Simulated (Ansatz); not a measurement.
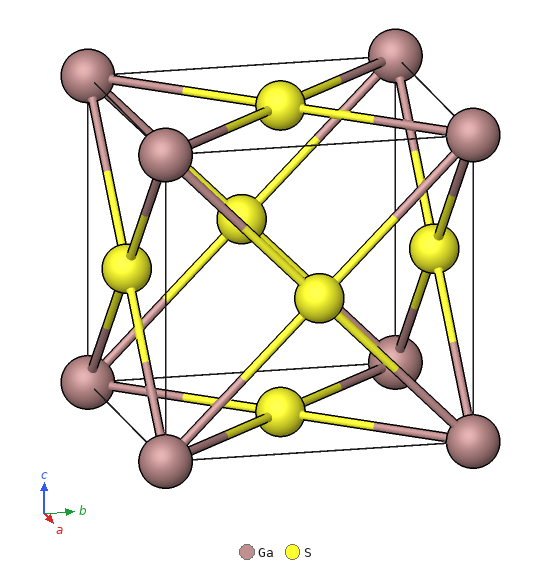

This ball-and-stick model is shown slightly off an axis. The lines enclose the conventional unit cell; boundary atoms appear with their images. Cell: a = 4.10 Å, b = 4.10 Å, c = 4.10 Å, α = 90.00°, β = 90.00°, γ = 90.00°.

The initial geometry was a structure type filled with these elements by a generator (whether the compound takes this form wasn't checked). Earlier steps of the study may have refined or changed the cell and positions. A calculation with Ansatz used it as input.

Q: Explain the picture.

A: The formula is GaS3. The atoms follow space group Pm-3m (No. 221); the Bravais lattice is primitive cubic. Its structure type: Cu₃Au (L1₂) type. Content of the cell: 1 Ga, 3 S (Z = 1). Counting atoms within bonding range gives coordination numbers of Ga 12 and S 4.

Results below were computed with DFT PBE, scalar-relativistic, plane waves, PAW in Ansatz; the settings were a 420 eV plane-wave basis, Brillouin-zone sampling on a 12×12×12 mesh, Gaussian smearing of 0.1 eV, no spin polarisation.

Q: What is the band gap, if any?

A: A metal: bands cross the Fermi level.

Q: List the Bader charges.

A: Ga +0.86 e; S -0.29 e.

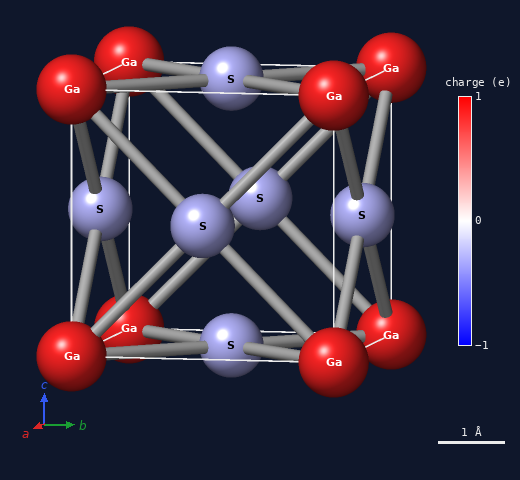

The atoms coloured by those charges. The run's cell of 4 atoms is drawn.

Q: Does the calculation find this structure at rest?

A: Yes. All forces vanish to within 0.01 eV/Å. The pressure is 0.0 GPa, close to zero.
